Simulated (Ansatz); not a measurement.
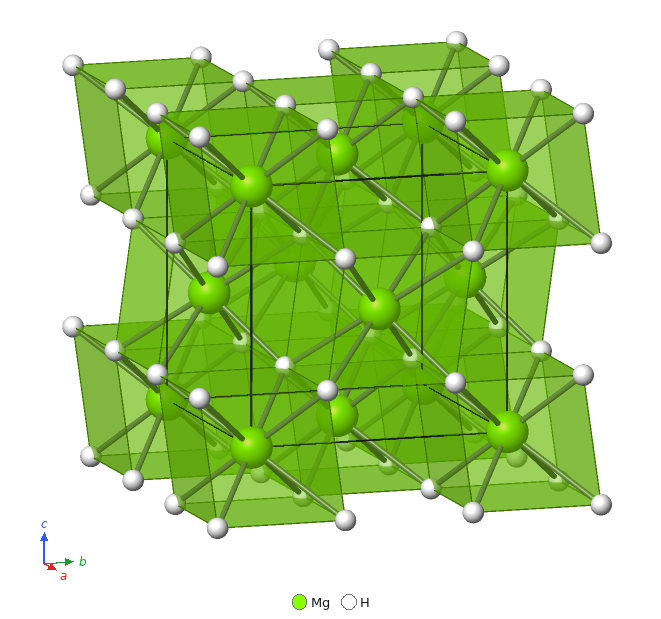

View slightly off an axis, drawn as a polyhedral model. The conventional unit cell is drawn as a box. Some atoms of the next cells are drawn as well. Cell: a = 4.81 Å, b = 4.80 Å, c = 4.74 Å, α = 90.00°, β = 90.00°, γ = 90.00°.

Origin of the cell: a structure type filled with these elements by a generator (whether the compound takes this form wasn't checked). Earlier steps of the study may have refined or changed the cell and positions. A calculation with Ansatz used it as input.

**What is this?**

Its composition is MgH2. Symmetry: Cmce (No. 64), base-centred orthorhombic lattice. Counting shared atoms by their share gives 4 Mg, 8 H, or 12 atoms. The polyhedra are MgH8 cubes; they share edges. The coordination shell of Mg holds eight H in a distorted cubic arrangement at about 2.0 to 2.2 Å. About every H there are four Mg in a distorted tetrahedral arrangement at about 2.0 to 2.2 Å. The bonds build a three-dimensional framework.

The numbers come from DFT PBE, scalar-relativistic, plane waves, PAW in Ansatz 0.2.0, using plane-wave cutoff 420 eV, k-points about 0.17 Å⁻¹ apart, Gaussian smearing of 0.1 eV, no spin polarisation.

**Metal or not?**

A metal: bands cross the Fermi level.

**Predict the Bader charges.**

Mg +1.67 e; H -0.84 e.

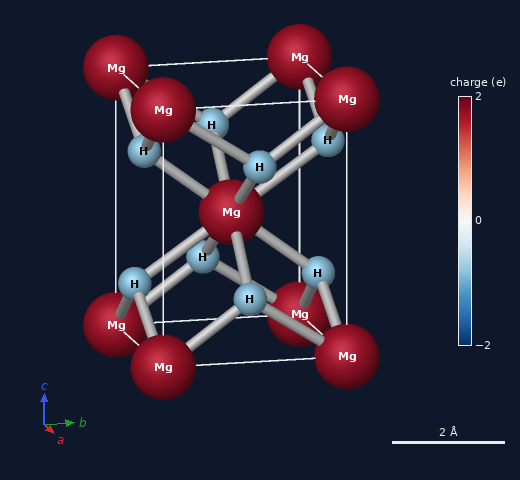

The atoms coloured by those charges. The run's cell of 6 atoms is drawn, so axes and origin can differ from the first picture.

**Is this the optimised geometry for these settings?**

Yes. All forces vanish to within 0.01 eV/Å. The pressure is 0.0 GPa, close to zero.
